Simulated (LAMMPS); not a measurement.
## Geometry relaxation of SiC$_{3}$ (part 2 of 2)

Continued. System: SiC$_{3}$ (R3m, 4 atoms in the cell). Method: classical potential SiC.vashishta (style vashishta) (LAMMPS 22 Jul 2025 update 4). The structure was built on a prototype by a generator. The run did not end well. The geometry comes from this level: r2SCAN.

Geometry of the input (Å; fractional positions):
```
4.9478  0.0000  0.0000
4.1380  2.7126  0.0000
4.1380  1.2354  2.4149
C  1.0082  0.0082  0.0082
C  0.4890  0.4890  0.4890
C  0.3792  0.3792  0.3792
Si 0.8736  0.8736  0.8736
```

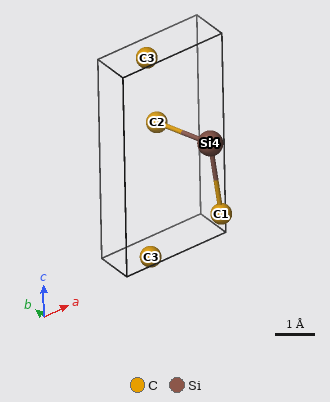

Fig. 1: The geometry at step 200 of the log (ball-and-stick view of the reduced cell, seen slightly off an axis; atoms are numbered from 1 in the order of the input).

**Trajectory as extended XYZ (Å, eV, eV/Å), 40 frames, from step=0 to step=390**
```
4
Lattice="4.9478 0.0000 0.0000 4.1380 2.7126 0.0000 4.1380 1.2354 2.4149" Properties=species:S:1:pos:R:3:forces:R:3 step=0 energy=108.72580 pressure_GPa=1031.94
C     0.1089    0.0325    0.0199  -49.1765 -14.6816  -8.9806
C     6.4659    1.9304    1.1808  113.1152  33.7705  20.6570
C     5.0141    1.4970    0.9157  -63.9931 -19.1051 -11.6863
Si   11.5527    3.4490    2.1097    0.0544   0.0163   0.0099
4
Lattice="4.9973 0.0000 0.0000 4.1423 2.7356 0.0000 4.1409 1.2358 2.4351" Properties=species:S:1:pos:R:3:forces:R:3 step=10 energy=102.59643 pressure_GPa=944.86
C     0.0826    0.0205    0.0096  -44.8149 -15.3114  -9.1242
C     6.4738    1.9318    1.1815  105.5734  31.4169  19.2956
C     5.0081    1.4935    0.9127  -60.3421 -16.2806 -10.2574
Si   11.5775    3.4580    2.1173   -0.4164   0.1751   0.0859
4
Lattice="5.0468 0.0000 0.0000 4.1462 2.7587 0.0000 4.1433 1.2363 2.4552" Properties=species:S:1:pos:R:3:forces:R:3 step=20 energy=96.85562 pressure_GPa=866.16
C     0.0562    0.0084   -0.0008  -40.8660 -15.6427  -9.1446
C     6.4812    1.9332    1.1821   98.6207  29.2953  18.0587
C     5.0017    1.4902    0.9098  -56.9879 -13.9309  -9.0512
Si   11.6015    3.4671    2.1248   -0.7669   0.2783   0.1370
4
Lattice="5.0962 0.0000 0.0000 4.1496 2.7819 0.0000 4.1453 1.2370 2.4753" Properties=species:S:1:pos:R:3:forces:R:3 step=30 energy=91.47636 pressure_GPa=794.54
C     0.0299   -0.0038   -0.0111  -37.2941 -15.7233  -9.0611
C     6.4882    1.9348    1.1828   92.1783  27.3781  16.9342
C     4.9949    1.4870    0.9070  -53.8603 -11.9887  -8.0402
Si   11.6245    3.4764    2.1323   -1.0240   0.3339   0.1671
4
Lattice="5.1457 0.0000 0.0000 4.1525 2.8052 0.0000 4.1468 1.2378 2.4953" Properties=species:S:1:pos:R:3:forces:R:3 step=40 energy=86.43412 pressure_GPa=729.70
C     0.0037   -0.0161   -0.0215  -34.0640 -15.6028  -8.8925
C     6.4947    1.9364    1.1835   86.2045  25.6458  15.9066
C     4.9877    1.4839    0.9041  -50.9366 -10.3903  -7.1917
Si   11.6468    3.4858    2.1398   -1.2040   0.3473   0.1776
4
Lattice="5.1952 0.0000 0.0000 4.1549 2.8284 0.0000 4.1479 1.2387 2.5153" Properties=species:S:1:pos:R:3:forces:R:3 step=50 energy=81.70497 pressure_GPa=670.69
C    -0.0226   -0.0284   -0.0318  -31.1384 -15.3174  -8.6592
C     6.5008    1.9381    1.1842   80.6633  24.0714  14.9696
C     4.9801    1.4808    0.9013  -48.2081  -9.0816  -6.4840
Si   11.6683    3.4953    2.1473   -1.3168   0.3276   0.1736
4
Lattice="5.2447 0.0000 0.0000 4.1569 2.8517 0.0000 4.1485 1.2397 2.5352" Properties=species:S:1:pos:R:3:forces:R:3 step=60 energy=77.27029 pressure_GPa=616.83
C    -0.0487   -0.0408   -0.0422  -28.5000 -14.9039  -8.3728
C     6.5066    1.9398    1.1850   75.5293  22.6303  14.1113
C     4.9721    1.4778    0.8985  -45.6515  -8.0170  -5.8957
Si   11.6890    3.5049    2.1547   -1.3778   0.2907   0.1572
4
Lattice="5.2942 0.0000 0.0000 4.1585 2.8748 0.0000 4.1488 1.2407 2.5550" Properties=species:S:1:pos:R:3:forces:R:3 step=70 energy=73.11123 pressure_GPa=567.79
C    -0.0749   -0.0532   -0.0525  -26.1260 -14.3954  -8.0402
C     6.5120    1.9416    1.1857   70.7626  21.3048  13.3151
C     4.9638    1.4749    0.8957  -43.2442  -7.1514  -5.4098
Si   11.7091    3.5144    2.1621   -1.3924   0.2420   0.1349
4
Lattice="5.3436 0.0000 0.0000 4.1598 2.8980 0.0000 4.1488 1.2417 2.5748" Properties=species:S:1:pos:R:3:forces:R:3 step=80 energy=69.20929 pressure_GPa=523.14
C    -0.1010   -0.0656   -0.0628  -23.9880 -13.8173  -7.6792
C     6.5170    1.9433    1.1865   66.3257  20.0870  12.5783
C     4.9552    1.4720    0.8929  -40.9672  -6.4559  -5.0080
Si   11.7285    3.5240    2.1695   -1.3705   0.1862   0.1089
4
Lattice="5.3931 0.0000 0.0000 4.1607 2.9210 0.0000 4.1484 1.2427 2.5944" Properties=species:S:1:pos:R:3:forces:R:3 step=90 energy=65.54754 pressure_GPa=482.44
C    -0.1271   -0.0780   -0.0730  -22.0552 -13.2034  -7.3053
C     6.5217    1.9451    1.1872   62.1876  18.9726  11.9026
C     4.9463    1.4691    0.8901  -38.8121  -5.8945  -4.6754
Si   11.7474    3.5335    2.1769   -1.3204   0.1253   0.0782
4
Lattice="5.4426 0.0000 0.0000 4.1613 2.9439 0.0000 4.1477 1.2437 2.6140" Properties=species:S:1:pos:R:3:forces:R:3 step=100 energy=62.11067 pressure_GPa=445.05
C    -0.1531   -0.0903   -0.0833  -20.2976 -12.5741  -6.9338
C     6.5261    1.9469    1.1880   58.3264  17.9470  11.2805
C     4.9371    1.4662    0.8874  -36.7795  -5.4377  -4.3950
Si   11.7657    3.5429    2.1842   -1.2493   0.0649   0.0482
4
Lattice="5.4921 0.0000 0.0000 4.1617 2.9667 0.0000 4.1468 1.2447 2.6335" Properties=species:S:1:pos:R:3:forces:R:3 step=110 energy=58.88521 pressure_GPa=411.39
C    -0.1792   -0.1026   -0.0935  -18.7245 -11.9223  -6.5642
C     6.5303    1.9487    1.1888   54.7321  16.9895  10.7007
C     4.9277    1.4633    0.8846  -34.8448  -5.0760  -4.1552
Si   11.7835    3.5523    2.1915   -1.1629   0.0088   0.0188
4
Lattice="5.5416 0.0000 0.0000 4.1617 2.9893 0.0000 4.1456 1.2456 2.6528" Properties=species:S:1:pos:R:3:forces:R:3 step=120 energy=55.85602 pressure_GPa=380.70
C    -0.2051   -0.1149   -0.1036  -17.3167 -11.2677  -6.1914
C     6.5342    1.9505    1.1896   51.3933  16.0970  10.1537
C     4.9180    1.4604    0.8819  -33.0140  -4.7849  -3.9578
Si   11.8009    3.5615    2.1987   -1.0626  -0.0444  -0.0045
4
Lattice="5.5910 0.0000 0.0000 4.1615 3.0117 0.0000 4.1442 1.2464 2.6721" Properties=species:S:1:pos:R:3:forces:R:3 step=130 energy=53.01056 pressure_GPa=352.55
C    -0.2311   -0.1270   -0.1137  -16.0469 -10.6223  -5.8259
C     6.5378    1.9523    1.1904   48.2840  15.2646   9.6424
C     4.9081    1.4576    0.8792  -31.2813  -4.5502  -3.7905
Si   11.8179    3.5706    2.2059   -0.9558  -0.0921  -0.0260
4
Lattice="5.6405 0.0000 0.0000 4.1611 3.0340 0.0000 4.1425 1.2472 2.6912" Properties=species:S:1:pos:R:3:forces:R:3 step=140 energy=50.33693 pressure_GPa=326.74
C    -0.2570   -0.1390   -0.1237  -14.9040  -9.9918  -5.4715
C     6.5413    1.9540    1.1913   45.3860  14.4858   9.1630
C     4.8981    1.4547    0.8764  -29.6378  -4.3592  -3.6461
Si   11.8345    3.5796    2.2131   -0.8442  -0.1348  -0.0455
4
Lattice="5.6900 0.0000 0.0000 4.1605 3.0560 0.0000 4.1408 1.2479 2.7103" Properties=species:S:1:pos:R:3:forces:R:3 step=150 energy=47.82404 pressure_GPa=303.00
C    -0.2829   -0.1510   -0.1337  -13.8788  -9.3767  -5.1309
C     6.5445    1.9557    1.1921   42.6844  13.7553   8.7127
C     4.8879    1.4518    0.8737  -28.0812  -4.2023  -3.5195
Si   11.8509    3.5884    2.2202   -0.7244  -0.1763  -0.0622
4
Lattice="5.7395 0.0000 0.0000 4.1599 3.0779 0.0000 4.1389 1.2485 2.7292" Properties=species:S:1:pos:R:3:forces:R:3 step=160 energy=45.46220 pressure_GPa=281.18
C    -0.3087   -0.1629   -0.1436  -12.9626  -8.7814  -4.8004
C     6.5477    1.9574    1.1930   40.1735  13.0578   8.2869
C     4.8776    1.4489    0.8710  -26.6122  -4.0660  -3.4069
Si   11.8670    3.5971    2.2272   -0.5987  -0.2105  -0.0797
4
Lattice="5.7889 0.0000 0.0000 4.1591 3.0996 0.0000 4.1370 1.2490 2.7480" Properties=species:S:1:pos:R:3:forces:R:3 step=170 energy=43.24118 pressure_GPa=261.31
C    -0.3346   -0.1746   -0.1535  -12.1328  -8.2083  -4.4835
C     6.5508    1.9591    1.1938   37.8411  12.3865   7.8722
C     4.8672    1.4459    0.8683  -25.2297  -3.9469  -3.3002
Si   11.8831    3.6056    2.2342   -0.4787  -0.2312  -0.0886
4
Lattice="5.8384 0.0000 0.0000 4.1583 3.1211 0.0000 4.1350 1.2494 2.7667" Properties=species:S:1:pos:R:3:forces:R:3 step=180 energy=41.15083 pressure_GPa=242.97
C    -0.3604   -0.1863   -0.1633  -11.3879  -7.6546  -4.1821
C     6.5538    1.9607    1.1947   35.6531  11.7509   7.4827
C     4.8568    1.4429    0.8655  -23.9170  -3.8439  -3.2028
Si   11.8991    3.6140    2.2412   -0.3483  -0.2524  -0.0977
4
Lattice="5.8879 0.0000 0.0000 4.1575 3.1424 0.0000 4.1330 1.2498 2.7853" Properties=species:S:1:pos:R:3:forces:R:3 step=190 energy=39.18316 pressure_GPa=226.03
C    -0.3862   -0.1979   -0.1731  -10.7179  -7.1266  -3.8975
C     6.5567    1.9623    1.1956   33.6069  11.1428   7.1112
C     4.8463    1.4399    0.8628  -22.6716  -3.7496  -3.1075
Si   11.9150    3.6222    2.2482   -0.2174  -0.2666  -0.1062
4
Lattice="5.9374 0.0000 0.0000 4.1567 3.1636 0.0000 4.1310 1.2500 2.8039" Properties=species:S:1:pos:R:3:forces:R:3 step=200 energy=37.33060 pressure_GPa=210.35
C    -0.4120   -0.2093   -0.1828  -10.1140  -6.6357  -3.6255
C     6.5597    1.9639    1.1965   31.6990  10.5712   6.7542
C     4.8359    1.4369    0.8601  -21.4894  -3.6564  -3.0167
Si   11.9311    3.6303    2.2551   -0.0957  -0.2791  -0.1120
4
Lattice="5.9869 0.0000 0.0000 4.1560 3.1847 0.0000 4.1290 1.2502 2.8224" Properties=species:S:1:pos:R:3:forces:R:3 step=210 energy=35.58528 pressure_GPa=195.82
C    -0.4377   -0.2208   -0.1925   -9.5664  -6.1788  -3.3680
C     6.5628    1.9654    1.1974   29.9136  10.0318   6.4111
C     4.8254    1.4338    0.8574  -20.3678  -3.5626  -2.9296
Si   11.9472    3.6383    2.2620    0.0207  -0.2904  -0.1136
4
Lattice="6.0363 0.0000 0.0000 4.1554 3.2056 0.0000 4.1271 1.2502 2.8409" Properties=species:S:1:pos:R:3:forces:R:3 step=220 energy=33.93921 pressure_GPa=182.62
C    -0.4635   -0.2321   -0.2022   -9.0801  -5.7507  -3.1228
C     6.5659    1.9669    1.1983   28.2402   9.5189   6.0807
C     4.8150    1.4307    0.8546  -19.2939  -3.4715  -2.8464
Si   11.9635    3.6461    2.2689    0.1337  -0.2968  -0.1114
4
Lattice="6.0858 0.0000 0.0000 4.1547 3.2265 0.0000 4.1254 1.2502 2.8593" Properties=species:S:1:pos:R:3:forces:R:3 step=230 energy=32.38505 pressure_GPa=170.43
C    -0.4893   -0.2434   -0.2118   -8.6448  -5.3470  -2.8961
C     6.5691    1.9683    1.1992   26.6734   9.0293   5.7679
C     4.8047    1.4276    0.8519  -18.2754  -3.3818  -2.7631
Si   11.9799    3.6539    2.2757    0.2467  -0.3004  -0.1087
4
Lattice="6.1353 0.0000 0.0000 4.1541 3.2473 0.0000 4.1237 1.2501 2.8776" Properties=species:S:1:pos:R:3:forces:R:3 step=240 energy=30.91520 pressure_GPa=159.31
C    -0.5151   -0.2547   -0.2214   -8.2507  -4.9740  -2.6843
C     6.5723    1.9698    1.2002   25.2044   8.5666   5.4716
C     4.7943    1.4244    0.8491  -17.3133  -3.2907  -2.6792
Si   11.9964    3.6615    2.2826    0.3596  -0.3019  -0.1081
4
Lattice="6.1848 0.0000 0.0000 4.1535 3.2681 0.0000 4.1220 1.2500 2.8960" Properties=species:S:1:pos:R:3:forces:R:3 step=250 energy=29.52348 pressure_GPa=149.01
C    -0.5409   -0.2659   -0.2310   -7.8875  -4.6335  -2.4845
C     6.5755    1.9712    1.2011   23.8214   8.1330   5.1898
C     4.7840    1.4212    0.8463  -16.3967  -3.2070  -2.6002
Si   12.0129    3.6691    2.2894    0.4628  -0.2925  -0.1051
4
Lattice="6.2342 0.0000 0.0000 4.1529 3.2888 0.0000 4.1203 1.2499 2.9143" Properties=species:S:1:pos:R:3:forces:R:3 step=260 energy=28.20536 pressure_GPa=139.49
C    -0.5667   -0.2770   -0.2406   -7.5423  -4.3186  -2.3049
C     6.5787    1.9726    1.2021   22.5271   7.7220   4.9181
C     4.7736    1.4180    0.8435  -15.5385  -3.1288  -2.5142
Si   12.0295    3.6766    2.2962    0.5537  -0.2746  -0.0989
4
Lattice="6.2837 0.0000 0.0000 4.1524 3.3095 0.0000 4.1186 1.2497 2.9326" Properties=species:S:1:pos:R:3:forces:R:3 step=270 energy=26.95610 pressure_GPa=130.62
C    -0.5925   -0.2882   -0.2502   -7.2245  -4.0239  -2.1450
C     6.5819    1.9740    1.2030   21.3079   7.3270   4.6681
C     4.7633    1.4147    0.8408  -14.7302  -3.0509  -2.4313
Si   12.0462    3.6841    2.3031    0.6468  -0.2522  -0.0918
4
Lattice="6.3332 0.0000 0.0000 4.1520 3.3301 0.0000 4.1170 1.2494 2.9510" Properties=species:S:1:pos:R:3:forces:R:3 step=280 energy=25.77155 pressure_GPa=122.35
C    -0.6183   -0.2993   -0.2597   -6.9306  -3.7521  -1.9977
C     6.5853    1.9754    1.2040   20.1593   6.9504   4.4336
C     4.7530    1.4114    0.8379  -13.9667  -2.9725  -2.3551
Si   12.0630    3.6916    2.3099    0.7381  -0.2258  -0.0808
4
Lattice="6.3827 0.0000 0.0000 4.1517 3.3508 0.0000 4.1154 1.2491 2.9693" Properties=species:S:1:pos:R:3:forces:R:3 step=290 energy=24.64793 pressure_GPa=114.66
C    -0.6442   -0.3104   -0.2693   -6.6615  -3.4994  -1.8615
C     6.5887    1.9768    1.2049   19.0786   6.5914   4.2066
C     4.7428    1.4080    0.8351  -13.2442  -2.8940  -2.2792
Si   12.0801    3.6990    2.3167    0.8270  -0.1980  -0.0660
4
Lattice="6.4322 0.0000 0.0000 4.1517 3.3714 0.0000 4.1138 1.2488 2.9877" Properties=species:S:1:pos:R:3:forces:R:3 step=300 energy=23.58176 pressure_GPa=107.57
C    -0.6701   -0.3215   -0.2788   -6.4146  -3.2639  -1.7364
C     6.5922    1.9781    1.2059   18.0639   6.2482   3.9888
C     4.7326    1.4047    0.8323  -12.5610  -2.8162  -2.2028
Si   12.0973    3.7064    2.3236    0.9117  -0.1680  -0.0497
4
Lattice="6.4816 0.0000 0.0000 4.1518 3.3921 0.0000 4.1122 1.2484 3.0060" Properties=species:S:1:pos:R:3:forces:R:3 step=310 energy=22.56943 pressure_GPa=101.08
C    -0.6959   -0.3326   -0.2884   -6.1880  -3.0454  -1.6213
C     6.5958    1.9794    1.2068   17.1121   5.9201   3.7803
C     4.7226    1.4013    0.8294  -11.9155  -2.7386  -2.1266
Si   12.1148    3.7137    2.3304    0.9914  -0.1361  -0.0324
4
Lattice="6.5311 0.0000 0.0000 4.1522 3.4127 0.0000 4.1107 1.2479 3.0244" Properties=species:S:1:pos:R:3:forces:R:3 step=320 energy=21.60657 pressure_GPa=95.04
C    -0.7219   -0.3437   -0.2979   -5.9780  -2.8433  -1.5163
C     6.5996    1.9807    1.2078   16.2161   5.6083   3.5805
C     4.7126    1.3978    0.8266  -11.3053  -2.6610  -2.0513
Si   12.1325    3.7210    2.3373    1.0672  -0.1040  -0.0130
4
Lattice="6.5806 0.0000 0.0000 4.1527 3.4334 0.0000 4.1092 1.2474 3.0428" Properties=species:S:1:pos:R:3:forces:R:3 step=330 energy=20.68933 pressure_GPa=89.58
C    -0.7478   -0.3547   -0.3075   -5.7841  -2.6549  -1.4213
C     6.6034    1.9820    1.2088   15.3754   5.3073   3.3939
C     4.7027    1.3943    0.8237  -10.7307  -2.5813  -1.9796
Si   12.1505    3.7282    2.3441    1.1395  -0.0711   0.0071
4
Lattice="6.6301 0.0000 0.0000 4.1532 3.4540 0.0000 4.1078 1.2469 3.0613" Properties=species:S:1:pos:R:3:forces:R:3 step=340 energy=19.81377 pressure_GPa=84.48
C    -0.7738   -0.3658   -0.3171   -5.6126  -2.4785  -1.3301
C     6.6073    1.9832    1.2097   14.5958   5.0183   3.2103
C     4.6928    1.3908    0.8208  -10.1950  -2.5023  -1.9049
Si   12.1686    3.7355    2.3510    1.2118  -0.0376   0.0247
4
Lattice="6.6795 0.0000 0.0000 4.1538 3.4747 0.0000 4.1065 1.2463 3.0798" Properties=species:S:1:pos:R:3:forces:R:3 step=350 energy=18.97739 pressure_GPa=79.69
C    -0.7998   -0.3769   -0.3267   -5.4571  -2.3153  -1.2439
C     6.6112    1.9844    1.2107   13.8672   4.7425   3.0330
C     4.6830    1.3873    0.8179   -9.6903  -2.4241  -1.8320
Si   12.1868    3.7427    2.3580    1.2803  -0.0032   0.0429
4
Lattice="6.7290 0.0000 0.0000 4.1545 3.4955 0.0000 4.1052 1.2457 3.0984" Properties=species:S:1:pos:R:3:forces:R:3 step=360 energy=18.17807 pressure_GPa=75.19
C    -0.8258   -0.3880   -0.3363   -5.3150  -2.1649  -1.1639
C     6.6152    1.9856    1.2117   13.1841   4.4796   2.8632
C     4.6732    1.3837    0.8150   -9.2150  -2.3470  -1.7608
Si   12.2052    3.7499    2.3649    1.3459   0.0324   0.0615
4
Lattice="6.7785 0.0000 0.0000 4.1553 3.5163 0.0000 4.1039 1.2451 3.1170" Properties=species:S:1:pos:R:3:forces:R:3 step=370 energy=17.41389 pressure_GPa=70.97
C    -0.8519   -0.3991   -0.3460   -5.1843  -2.0260  -1.0897
C     6.6192    1.9868    1.2126   12.5444   4.2297   2.7007
C     4.6635    1.3801    0.8120   -8.7681  -2.2719  -1.6913
Si   12.2237    3.7571    2.3719    1.4080   0.0681   0.0804
4
Lattice="6.8280 0.0000 0.0000 4.1561 3.5371 0.0000 4.1027 1.2444 3.1358" Properties=species:S:1:pos:R:3:forces:R:3 step=380 energy=16.68308 pressure_GPa=66.98
C    -0.8780   -0.4102   -0.3557   -5.0639  -1.8976  -1.0210
C     6.6233    1.9879    1.2136   11.9435   3.9916   2.5451
C     4.6538    1.3764    0.8091   -8.3464  -2.1977  -1.6234
Si   12.2424    3.7644    2.3790    1.4668   0.1037   0.0993
4
Lattice="6.8775 0.0000 0.0000 4.1570 3.5580 0.0000 4.1016 1.2437 3.1546" Properties=species:S:1:pos:R:3:forces:R:3 step=390 energy=15.98397 pressure_GPa=63.23
C    -0.9042   -0.4213   -0.3655   -4.9522  -1.7805  -0.9584
C     6.6275    1.9890    1.2145   11.3773   3.7663   2.3973
C     4.6442    1.3728    0.8061   -7.9471  -2.1260  -1.5581
Si   12.2613    3.7716    2.3860    1.5220   0.1403   0.1191
```
